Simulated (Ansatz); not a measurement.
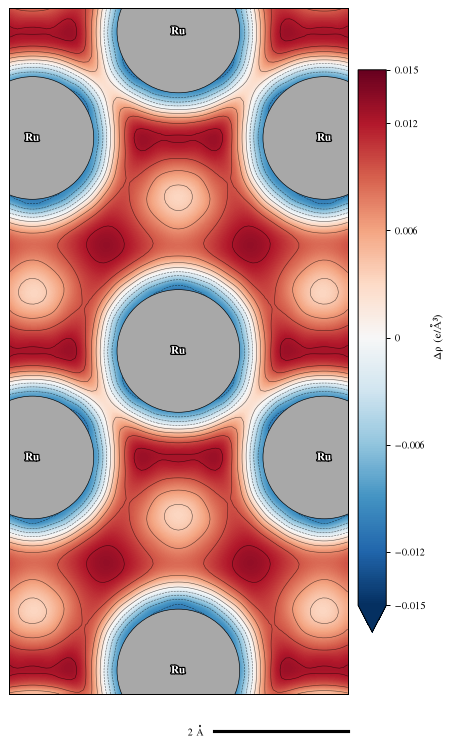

Ru. Difference of the valence pseudo-densities of two functionals at the same geometry, on the (110) plane of the calculation cell: one of BLYP and RPBE less the other.

Both computed with Ansatz (plane waves, PAW), on the same k-point mesh. Grey discs cover the atomic cores.

Q: Which was subtracted from which, and what does the map show?

A: It is RPBE less BLYP. Against BLYP, RPBE gives less density around Ru (−0.005 e/Å³ on average at 1.1 Å from the nucleus) and more density in the space between the atoms (+0.011 e/Å³ on average).
